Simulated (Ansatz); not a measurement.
MgO

Input file:

```
crystal:
  lattice:
    - [4.2538458108, 0.0, 0.0]
    - [0.0, -4.2538458108, 0.0]
    - [0.0, 0.0, -4.2538458108]
  atoms:
    - { symbol: Mg, position: [0.0, 0.0, 0.0] }
    - { symbol: Mg, position: [0.5, 0.5, 0.0] }
    - { symbol: Mg, position: [0.5, 0.0, 0.5] }
    - { symbol: Mg, position: [0.0, 0.5, 0.5] }
    - { symbol: O, position: [0.4706148258, 0.0, 0.0] }
    - { symbol: O, position: [0.0, 0.5, 0.0] }
    - { symbol: O, position: [0.0, 0.0, 0.5] }
    - { symbol: O, position: [0.5, 0.5, 0.5] }
basis:
  ecutwfc: 420
kpoints:
  mp_grid: { grid: [6, 6, 6] }
hamiltonian:
  xc: pbe
scf:
  occupations: { method: gaussian, width: 0.05 }
output:
  forces: true
  stress: true
  eigenvalues: true
  write_density: true
  write_potential: true
  elf: true
  volumetric_format: npy
```

Command:

```sh
ansatz run input.yaml --threads 1 --pin off --max-ram 2560MiB --backend cpu --events-out ev --progress --plain --runs-dir out
```

Below, planes, directions and counts refer to the conventional cell (a = 4.25 Å, b = 4.25 Å, c = 4.25 Å, α = 90.00°, β = 90.00°, γ = 90.00°).

Space group P4mm; changed on purpose from its base cell (atom 5 (O) moved +0.125 A towards its neighbour atom 1 (Mg) at 2.127 A); not relaxed (largest force 1.3 eV/Å).

Level of theory: DFT PBE, scalar-relativistic, plane waves, PAW in Ansatz.

Core electrons are frozen (PAW), and the valence fields are smoothed inside the atomic spheres.

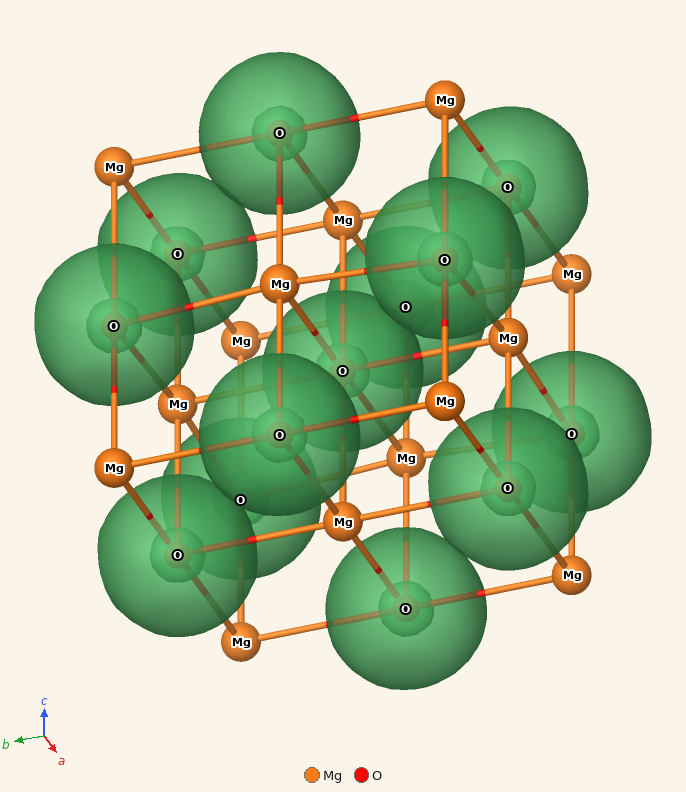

Figure 1. Isosurface of the ELF at 0.65 (green), seen at an oblique angle. Core shells and regions of very low density are left out. Sticks mark near contacts.

**What do the ELF domains correspond to?**

At this value the surface marks out four regions wrapped around O (the valence shell of each), counted in one cell of 8 atoms. Regions shared between cells count once. Profiles from the grid: Mg–O (2.00 Å): the ELF peaks at about 0.85 in the valence shell of O, 0.7 Å from its nucleus, and is about 0.35 at the midpoint; a closed-shell, largely ionic contact. Mg–O (2.13 Å): the ELF peaks at about 0.85 in the valence shell of O, 0.7 Å from its nucleus, and is about 0.35 at the midpoint (a largely ionic contact).

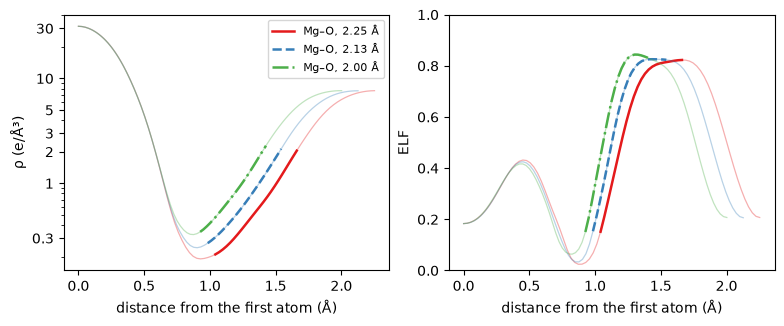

Figure 2. Valence charge density (pseudo) and electron localisation function along straight lines between neighbouring atoms. Thin, pale parts lie inside the atomic spheres.

**What can be read from the curves?**

Mg–O (2.25 Å): ρ at the midpoint is about 0.25 e/Å³; the ELF peaks at about 0.80 in the valence shell of O, 0.6 Å from its nucleus, and is about 0.35 at the midpoint: a closed-shell, largely ionic contact.
Mg–O (2.13 Å): ρ at the midpoint is about 0.32 e/Å³; the ELF peaks at about 0.85 in the valence shell of O, 0.7 Å from its nucleus, and is about 0.35 at the midpoint; an ionic contact with no shared pair.
Mg–O (2.00 Å): ρ is about 0.42 e/Å³ halfway; the ELF peaks at about 0.85 in the valence shell of O, 0.7 Å from its nucleus, and is about 0.35 at the midpoint: a largely ionic contact.

**Metal or insulator at this level of theory?**

It is gapped, with a Kohn–Sham gap of 4.4 eV on the k-point mesh (the band edges may lie off the mesh, which would make the gap smaller).
